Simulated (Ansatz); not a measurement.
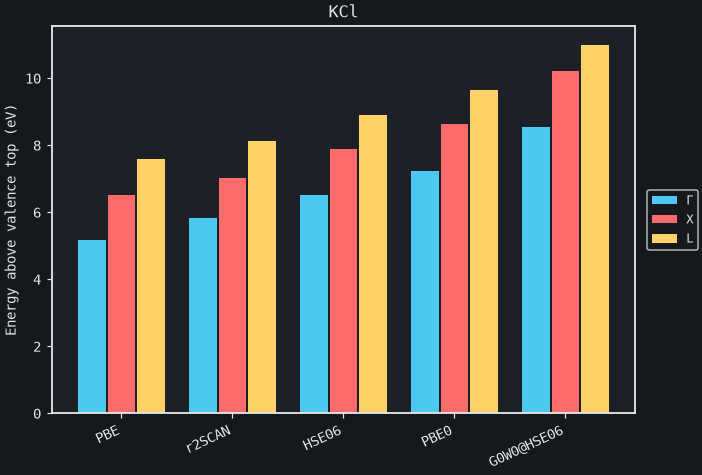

Lowest conduction level at each named k point, counted from the valence-band top at Γ, by several methods on one cell of rocksalt KCl, space group Fm-3m, 2 atoms in the primitive cell, relaxed with r2SCAN; cubic a = 6.290 Å. All runs are without spin-orbit coupling and carry no moments.

```
    method  program  Γ (eV)  X (eV)  L (eV)
       PBE   Ansatz    5.19    6.53    7.59
    r2SCAN   Ansatz    5.83    7.02    8.12
     HSE06   Ansatz    6.51    7.89    8.90
      PBE0   Ansatz    7.24    8.65    9.65
G0W0@HSE06   Ansatz    8.55   10.21   11.00
```

Q: What does G0W0@PBE give? It was run as: PBE, Ansatz PAW set, 4×4×4 k mesh, 420 eV cutoff, fixed occupations (Ansatz 0.2.0), G0W0 with empty bands 259, screening cutoff 150 eV and frequency treatment contour deformation.

A: It starts from PBE, whose row gives 5.19 eV at Γ. G0W0@PBE gives 7.95 eV at Γ, 9.67 eV at X and 10.42 eV at L, which is +2.76 eV from PBE at Γ.

Q: Does G0W0@PBE shift these levels rigidly from PBE?

A: The shifts are +2.76 eV at Γ, +3.14 eV at X and +2.83 eV at L, and at points that aren't plotted +3.25 eV (W): over the named points that both runs hold, a spread of 0.49 eV on a mean of 2.99 eV, so one shift describes them only roughly.

Q: How do the methods rank at Γ?

A: From low to high: PBE 5.19, r2SCAN 5.83, HSE06 6.51, PBE0 7.24, G0W0@PBE 7.95, G0W0@HSE06 8.55 eV.

Settings. PBE: Ansatz PAW set, 8×8×8 k mesh, 420 eV cutoff, Fermi-Dirac smearing of 0.02 eV (Ansatz 0.2.0). r2SCAN: Ansatz PAW set, 8×8×8 k mesh, 500 eV cutoff, fixed occupations (Ansatz 0.2.0). HSE06: Ansatz PAW set, 6×6×6 k mesh, 420 eV cutoff, fixed occupations (Ansatz 0.2.0). PBE0: Ansatz PAW set, 6×6×6 k mesh, 420 eV cutoff, fixed occupations (Ansatz 0.2.0). G0W0@HSE06: HSE06, Ansatz PAW set, 4×4×4 k mesh, 420 eV cutoff, fixed occupations (Ansatz 0.2.0), G0W0 with empty bands 233, screening cutoff 140 eV and frequency treatment contour deformation.

These are six of the 12 methods that were run on this cell. r2SCAN, HSE06, PBE0 and G0W0@HSE06: the PAW data sets were made with another functional. LDA, GGA and most meta-GGA functionals understate gaps. G0W0@PBE: the k mesh is coarse, so the values aren't converged. G0W0@HSE06: the k mesh is coarse, so the values aren't converged, least of all with exact exchange. The GW runs differ in bands or cutoffs. The GW values are at finite bands, cutoffs and mesh, short of the basis limit.
